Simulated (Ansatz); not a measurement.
## Run report: Ga15As17, geometry relaxation (part 1 of 3)

Ga15As17 (defect cell, 32 atoms in the cell), computed with DFT PBE, scalar-relativistic, plane waves, PAW, no spin polarisation (Ansatz 0.2.0).

The structure derives from an entry of the Crystallography Open Database.

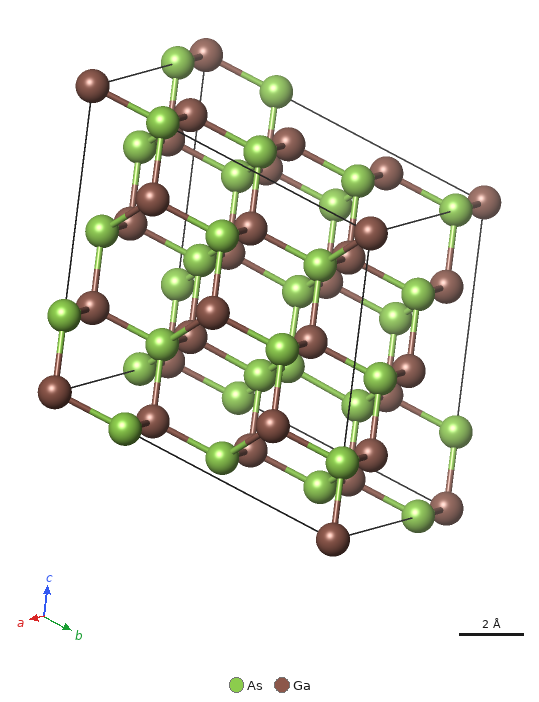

Fig. 1: The starting structure (ball-and-stick view of the cell of the calculation, seen slightly off an axis). Near neighbours in the crystal (not all of them lie inside the picture): As has 4 As at 2.43 to 2.54 Å; Ga has 4 As at 2.40 to 2.55 Å; As has 1 As at 2.43 to 2.54 Å and 3 Ga at 2.40 to 2.55 Å; As has 4 Ga at 2.49 Å.

### Key numbers

| quantity | value |
| --- | --- |
| outcome | converged |
| electrons treated | 450 |
| free energy | −139308.8302 eV |
| Fermi energy | 8.494 eV |
| gap on the k-point mesh | 0.60 eV |
| final volume | 758.61 Å³ |
| largest force (length of the vector) at the end | 0.003 eV/Å |
| hardware | 8 threads of Intel Xeon @ 2.50GHz (Skylake/Cascade Lake), 192 GiB of memory available, shared host |
| wall time | 75 s (CPU time 9.5 min) |
| peak memory | 3.9 GiB |

### Input
```yaml
crystal:
  lattice:
    - [-5.7453846526, -5.7453846526, 5.7453846526]
    - [5.7453846526, -5.7453846526, -5.7453846526]
    - [5.7453846526, 5.7453846526, 5.7453846526]
  atoms:
    - { symbol: As, position: [0.2467599313, 0.4974983772, 0.2476041464] }
    - { symbol: Ga, position: [0.0, 0.5, 0.5] }
    - { symbol: Ga, position: [0.5, 0.25, 0.25] }
    - { symbol: Ga, position: [0.25, 0.25, 0.5] }
    - { symbol: Ga, position: [0.0, 0.25, 0.75] }
    - { symbol: Ga, position: [0.75, 0.5, 0.75] }
    - { symbol: Ga, position: [0.5, 0.5, 0.0] }
    - { symbol: Ga, position: [0.0, 0.75, 0.25] }
    - { symbol: Ga, position: [0.75, 0.0, 0.25] }
    - { symbol: Ga, position: [0.5, 0.0, 0.5] }
    - { symbol: Ga, position: [0.25, 0.0, 0.75] }
    - { symbol: Ga, position: [0.0, 0.0, 0.0] }
    - { symbol: Ga, position: [0.75, 0.25, 0.0] }
    - { symbol: Ga, position: [0.75, 0.75, 0.5] }
    - { symbol: Ga, position: [0.5, 0.75, 0.75] }
    - { symbol: Ga, position: [0.25, 0.75, 0.0] }
    - { symbol: As, position: [0.2477971762, 0.750622225, 0.2406970158] }
    - { symbol: As, position: [0.0, 0.75, 0.5] }
    - { symbol: As, position: [0.4975757229, 0.5013034448, 0.2449977522] }
    - { symbol: As, position: [0.2430094211, 0.5014524066, 0.4934168085] }
    - { symbol: As, position: [0.0, 0.5, 0.75] }
    - { symbol: As, position: [0.75, 0.75, 0.75] }
    - { symbol: As, position: [0.5, 0.75, 0.0] }
    - { symbol: As, position: [0.0, 0.0, 0.25] }
    - { symbol: As, position: [0.75, 0.25, 0.25] }
    - { symbol: As, position: [0.5, 0.25, 0.5] }
    - { symbol: As, position: [0.25, 0.25, 0.75] }
    - { symbol: As, position: [0.003217237, 0.2537624451, 0.0022583733] }
    - { symbol: As, position: [0.75, 0.5, 0.0] }
    - { symbol: As, position: [0.75, 0.0, 0.5] }
    - { symbol: As, position: [0.5, 0.0, 0.75] }
    - { symbol: As, position: [0.25, 0.0, 0.0] }
  host:
    lattice:
      - [0.0, 2.8726923263, 2.8726923263]
      - [2.8726923263, 0.0, 2.8726923263]
      - [2.8726923263, 2.8726923263, 0.0]
    atoms:
      - { symbol: Ga, position: [0.0, 0.0, 0.0] }
      - { symbol: As, position: [0.25, 0.25, 0.25] }
basis:
  ecutwfc: 420
  xc_grid: 2
kpoints:
  mp_grid: { grid: [2, 2, 2], shift: [0.5, 0.5, 0.5] }
hamiltonian:
  xc: pbe
scf:
  occupations: { method: gaussian, width: 0.02 }
output:
  forces: true
  stress: false
  eigenvalues: true
  charged_corrections: { defect_position: [0.25, 0.5, 0.25] }
  write_density: true
  write_potential: true
  elf: true
  volumetric_format: npy
relax:
  adjacent_minimum: "off"
  f_tol: 0.025
  max_steps: 60
```

Command:
```bash
ansatz run input.yaml --threads 8 --pin off --max-ram 22528MiB --backend cpu --events-out ev --progress --plain --runs-dir out
```

### Output
```
Engine: ansatz 0.2.0, x86_64-unknown-linux-gnu
Pseudopotentials: kind: paw
Pseudopotential: As, paw, valence charge 15, recommended cutoff 420 eV (normal), As.paw.azcp
Pseudopotential: Ga, paw, valence charge 13, recommended cutoff 420 eV (normal), Ga.paw.azcp
Functional definition: PBE
  parameter kappa = 0.804
  parameter beta = 0.06672455060314922
  exchange = pbe_x(kappa = kappa, mu = beta*pi^2/3)
  correlation = pbe_c(beta = beta)
Crystal: 32 atoms, lattice volume = 758.608 Å³
Basis set: ecut = 420 eV, 14771 PW (Γ), exchange–correlation on 144×144×144 points (8 copies of the dense FFT grid, shifted against one another)
Bands: 270, of which v1, the nominal top of the filled ones, is band 225 counted from 1 (224 counted from 0)
Symmetry: 1 space group operations
Space group: P1 (ITA 1), of the structure as read, at distance tolerance 9.1e-5 Å
k-points: 4 of 8 (time reversal used)
Non-local potential: As, projectors of the file, l = 0: 2, l = 1: 2, l = 2: 3, l = 3: 1
Non-local potential: Ga, projectors of the file, l = 0: 2, l = 1: 2, l = 2: 3, l = 3: 1
PAW form: soft (Blöchl's): semilocal exchange-correlation on the pseudo side does not see the compensation charge
PAW one-centre angular grid: As, 590 points (default); XC on 64 Gauss nodes
PAW one-centre angular grid: Ga, 590 points (default); XC on 64 Gauss nodes
Initial density: superposition of atomic densities (neutral atoms: chi_scale 0, normalization atom), corrected by the library's trained network
Initial wavefunctions: pseudopotential atomic-orbital guess
Functional: x = pbe(κ = 0.804, μ = 0.2195149727645171), c = pbe(β = 0.06672455060314922)
SCF iter   1: F=—  HF=-139308.470510 eV  |F-HF|=—  |Δ(HF+E_count)|=         —  Δρ=3.50e-3  dr2=3.27e-1  ethr=1.77e-3  ⟨swp⟩=6.0  Hψ=3828  notcnv=0  defer=8
preconditioner: auto → Resta (q_TF=auto, 2.501 Å⁻¹)  ε∞=3.6  [insulator: Δε(μ)=0.373 eV  Ē_g=14.022 eV  σ=0.020 eV  W_gap=1.00  n_scr=200 (ndim 8)  ℏωp=22.6 eV  f_vac=0.097  D(μ)=0.00/eV (n_scr^D=0)  ε∞_Penn≈3.6]
SCF iter   2: F=—  HF=-139308.390787 eV  |F-HF|=—  |Δ(HF+E_count)|=   7.97e-2  Δρ=1.67e-3  dr2=3.22e-2  ethr=7.27e-5  ⟨swp⟩=2.8  Hψ=1288  notcnv=0  defer=146
SCF iter   3: F=—  HF=-139308.384180 eV  |F-HF|=—  |Δ(HF+E_count)|=   6.61e-3  Δρ=7.68e-4  dr2=6.32e-3  ethr=7.16e-6  ⟨swp⟩=2.0  Hψ=1868  notcnv=0  defer=146
SCF iter   4: F=—  HF=-139308.383414 eV  |F-HF|=—  |Δ(HF+E_count)|=   7.66e-4  Δρ=2.97e-4  dr2=9.22e-4  ethr=1.40e-6  ⟨swp⟩=2.0  Hψ=1834  notcnv=0  defer=146
SCF iter   5: F=—  HF=-139308.383482 eV  |F-HF|=—  |Δ(HF+E_count)|=   6.82e-5  Δρ=1.12e-4  dr2=1.28e-4  ethr=2.05e-7  ⟨swp⟩=2.0  Hψ=1494  notcnv=0  defer=146
SCF iter   6: F=—  HF=-139308.383571 eV  |F-HF|=—  |Δ(HF+E_count)|=   8.91e-5  Δρ=4.90e-5  dr2=2.22e-5  ethr=2.84e-8  ⟨swp⟩=2.0  Hψ=1834  notcnv=0  defer=146
SCF iter   7: F=-139308.383598 eV  HF=-139308.383594 eV  |F-HF|=4.06e-6  |Δ(HF+E_count)|=   2.25e-5  Δρ=1.82e-5  dr2=2.44e-6  ethr=3.47e-9  ⟨swp⟩=14.8  Hψ=10843  notcnv=0
SCF 1 converged in 7 iterations: F = -139308.383598 eV  dr2 = 2.44e-6
  greatest PAW one-centre occupation: 0.999 electrons in one spin orbital (limit 2), on the As atom at site 0 (counted from 0), in its partial waves of l = 2
relax step   1: F+E_penalty+E_count = -139308.38359764 eV  Δ(F+E_penalty+E_count) = +0.000e0 eV  max|allowed force component| = 1.408e0 eV/Å  Δτ_max = 0.0000 Å  (7 SCF iters, dr2 threshold 1.56e-5 eV, accepted)
Initial density: handed on by an earlier stage of this run
Initial wavefunctions: those handed on with the density
iter 1 solved again at ethr=1.95e-5 eV; its pass at ethr=3.10e-3 eV (dr2=8.79e-2 eV) is discarded
SCF iter   1: F=—  HF=-139308.828563 eV  |F-HF|=—  |Δ(HF+E_count)|=         —  Δρ=4.60e-3  dr2=8.78e-2  ethr=1.95e-5  ⟨swp⟩=2.0  Hψ=3273  notcnv=0  defer=146
preconditioner: auto → Resta (q_TF=auto, 2.501 Å⁻¹)  ε∞=3.6  [insulator: Δε(μ)=0.592 eV  Ē_g=14.037 eV  σ=0.020 eV  W_gap=1.00  n_scr=200 (ndim 8)  ℏωp=22.6 eV  f_vac=0.091  D(μ)=0.00/eV (n_scr^D=0)  ε∞_Penn≈3.6]
SCF iter   2: F=—  HF=-139308.818446 eV  |F-HF|=—  |Δ(HF+E_count)|=   1.01e-2  Δρ=2.48e-3  dr2=2.63e-2  ethr=1.95e-5  ⟨swp⟩=2.0  Hψ=981  notcnv=0  defer=146
SCF iter   3: F=—  HF=-139308.817613 eV  |F-HF|=—  |Δ(HF+E_count)|=   8.33e-4  Δρ=3.49e-4  dr2=1.64e-3  ethr=5.84e-6  ⟨swp⟩=2.0  Hψ=1868  notcnv=0  defer=146
SCF iter   4: F=—  HF=-139308.817422 eV  |F-HF|=—  |Δ(HF+E_count)|=   1.91e-4  Δρ=1.43e-4  dr2=2.05e-4  ethr=3.65e-7  ⟨swp⟩=2.0  Hψ=1834  notcnv=0  defer=146
SCF iter   5: F=-139308.817447 eV  HF=-139308.817442 eV  |F-HF|=4.67e-6  |Δ(HF+E_count)|=   2.04e-5  Δρ=5.03e-5  dr2=2.09e-5  ethr=2.22e-8  ⟨swp⟩=12.8  Hψ=8736  notcnv=0
SCF 2 converged in 5 iterations: F = -139308.817447 eV  dr2 = 2.09e-5
relax step   2: F+E_penalty+E_count = -139308.81744674 eV  Δ(F+E_penalty+E_count) = -4.338e-1 eV  max|allowed force component| = 1.967e-1 eV/Å  Δτ_max = 0.1882 Å  (5 SCF iters, dr2 threshold 1.00e-4 eV, accepted)
SCF iter   1: F=—  HF=-139308.830060 eV  |F-HF|=—  |Δ(HF+E_count)|=         —  Δρ=9.67e-4  dr2=6.11e-3  ethr=5.10e-6  ⟨swp⟩=3.0  Hψ=2517  notcnv=0  defer=146
preconditioner: auto → Resta (q_TF=auto, 2.501 Å⁻¹)  ε∞=3.6  [insulator: Δε(μ)=0.594 eV  Ē_g=14.039 eV  σ=0.020 eV  W_gap=1.00  n_scr=200 (ndim 8)  ℏωp=22.6 eV  f_vac=0.091  D(μ)=0.00/eV (n_scr^D=0)  ε∞_Penn≈3.6]
SCF iter   2: F=—  HF=-139308.828987 eV  |F-HF|=—  |Δ(HF+E_count)|=   1.07e-3  Δρ=4.62e-4  dr2=7.98e-4  ethr=1.36e-6  ⟨swp⟩=2.0  Hψ=2172  notcnv=0  defer=146
SCF iter   3: F=—  HF=-139308.828619 eV  |F-HF|=—  |Δ(HF+E_count)|=   3.68e-4  Δρ=1.36e-4  dr2=1.09e-4  ethr=1.77e-7  ⟨swp⟩=2.0  Hψ=1834  notcnv=0  defer=146
SCF iter   4: F=—  HF=-139308.828637 eV  |F-HF|=—  |Δ(HF+E_count)|=   1.72e-5  Δρ=3.65e-5  dr2=1.04e-5  ethr=2.41e-8  ⟨swp⟩=2.0  Hψ=1834  notcnv=0  defer=146
SCF iter   5: F=-139308.828638 eV  HF=-139308.828638 eV  |F-HF|=1.31e-7  |Δ(HF+E_count)|=   1.81e-6  Δρ=1.37e-5  dr2=1.26e-6  ethr=5.37e-10  ⟨swp⟩=14.8  Hψ=10685  notcnv=0
SCF 3 converged in 5 iterations: F = -139308.828638 eV  dr2 = 1.26e-6
relax step   3: F+E_penalty+E_count = -139308.82863821 eV  Δ(F+E_penalty+E_count) = -1.119e-2 eV  max|allowed force component| = 4.337e-2 eV/Å  Δτ_max = 0.0300 Å  (5 SCF iters, dr2 threshold 2.42e-6 eV, accepted)
SCF iter   1: F=—  HF=-139308.830817 eV  |F-HF|=—  |Δ(HF+E_count)|=         —  Δρ=5.57e-4  dr2=1.80e-3  ethr=5.53e-6  ⟨swp⟩=3.0  Hψ=1604  notcnv=0  defer=146
preconditioner: auto → Resta (q_TF=auto, 2.501 Å⁻¹)  ε∞=3.6  [insulator: Δε(μ)=0.596 eV  Ē_g=14.038 eV  σ=0.020 eV  W_gap=1.00  n_scr=200 (ndim 8)  ℏωp=22.6 eV  f_vac=0.091  D(μ)=0.00/eV (n_scr^D=0)  ε∞_Penn≈3.6]
SCF iter   2: F=—  HF=-139308.830562 eV  |F-HF|=—  |Δ(HF+E_count)|=   2.55e-4  Δρ=2.76e-4  dr2=3.01e-4  ethr=3.99e-7  ⟨swp⟩=2.0  Hψ=1248  notcnv=0  defer=146
SCF iter   3: F=—  HF=-139308.830537 eV  |F-HF|=—  |Δ(HF+E_count)|=   2.49e-5  Δρ=7.89e-5  dr2=4.60e-5  ethr=6.69e-8  ⟨swp⟩=2.0  Hψ=1834  notcnv=0  defer=146
SCF iter   4: F=—  HF=-139308.830205 eV  |F-HF|=—  |Δ(HF+E_count)|=   3.32e-4  Δρ=1.94e-5  dr2=3.05e-6  ethr=1.02e-8  ⟨swp⟩=2.0  Hψ=1814  notcnv=0  defer=146
SCF iter   5: F=—  HF=-139308.830205 eV  |F-HF|=—  |Δ(HF+E_count)|=   3.93e-7  Δρ=7.70e-6  dr2=3.81e-7  ethr=6.77e-10  ⟨swp⟩=2.0  Hψ=1814  notcnv=0  defer=146
SCF iter   6: F=-139308.830205 eV  HF=-139308.830205 eV  |F-HF|=3.03e-9  |Δ(HF+E_count)|=   1.25e-7  Δρ=2.96e-6  dr2=7.38e-8  ethr=2.22e-11  ⟨swp⟩=13.2  Hψ=9030  notcnv=0
SCF 4 converged in 6 iterations: F = -139308.830205 eV  dr2 = 7.38e-8
relax step   4: F+E_penalty+E_count = -139308.83020540 eV  Δ(F+E_penalty+E_count) = -1.567e-3 eV  max|allowed force component| = 2.885e-3 eV/Å  Δτ_max = 0.0176 Å  (6 SCF iters, accepted)
```

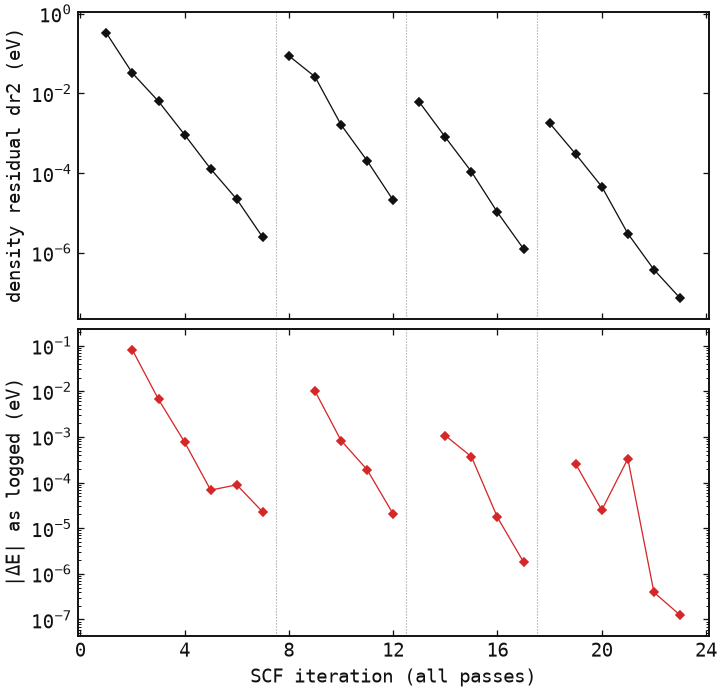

Fig. 2: Convergence of the self-consistent field: density residual dr2 and size of the energy change against the SCF iteration. The dotted lines part the SCF passes of the relaxation: geometry steps, rejected trials and re-solves on a re-selected basis. The passes take 7, 5, 5 and 6 iterations.

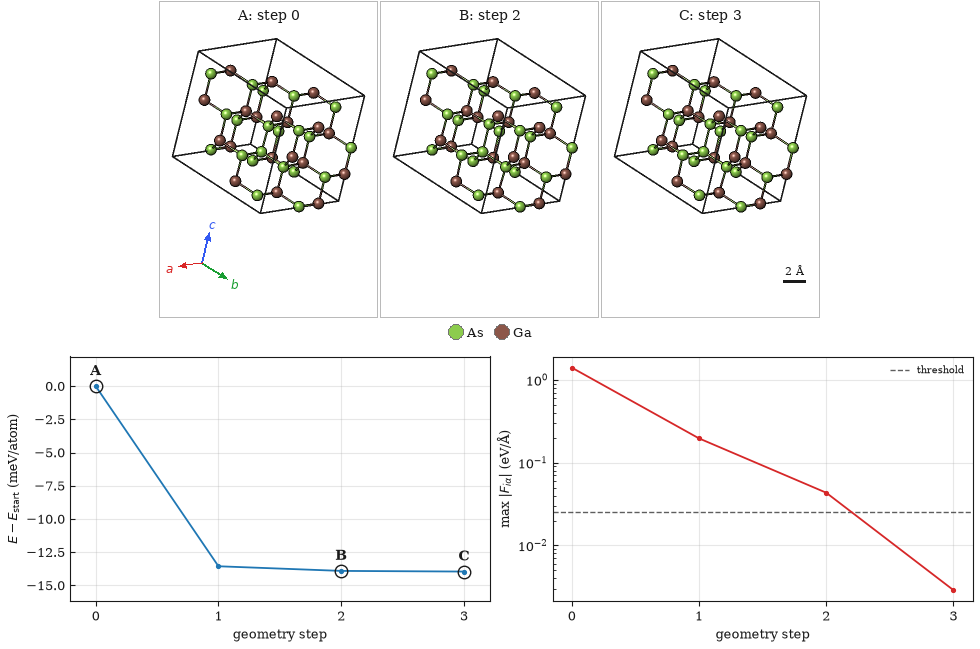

Fig. 3: Frames of the relaxation (ball-and-stick view of the cell of the calculation (origin shifted), seen at an oblique angle) above the curves, on which the letters mark them (the first geometry is step 0 here and step 1 in the log).

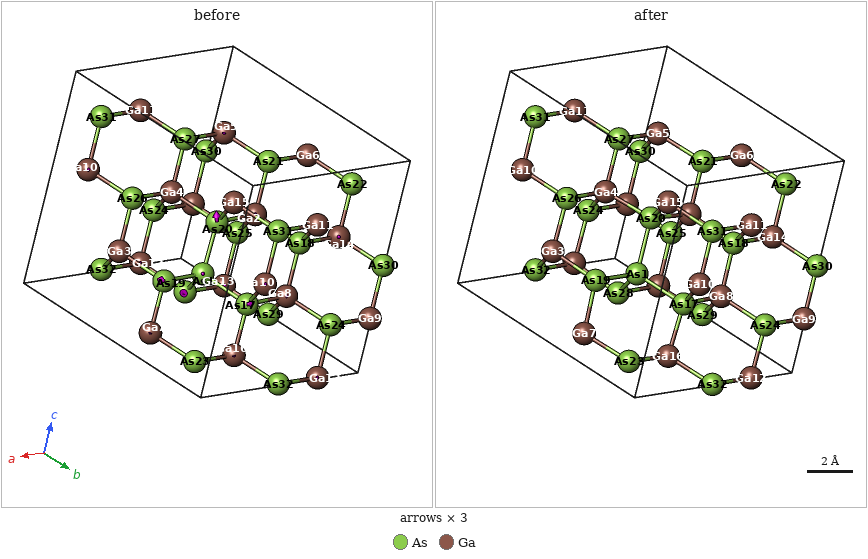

Fig. 4: Before (left) and after (right) the relaxation, at one scale (ball-and-stick view of the cell of the calculation (origin shifted), seen at an oblique angle). The pink arrows give the displacements, magnified 3 times. The energy falls by 14.0 meV per atom in 3 geometry steps. The largest force component goes from 1.4 to 0.0029 eV/Å. The largest move is that of As20, 0.19 Å. Largest moves by element: As 0.19 Å, Ga 0.04 Å. The lattice vectors keep their values. Among the contacts that change: As1–As28 2.430 → 2.621 Å, As1–As20 2.446 → 2.621 Å, As1–As19 2.493 → 2.622 Å, As1–As17 2.539 → 2.622 Å. Among the angles that change: Ga4–As20–Ga15 106.3° → 112.0°, As1–As20–Ga2 112.3° → 106.9°, As20–Ga2–As21 111.1° → 106.6°. (Atoms are counted from 1 in the order of the input.)
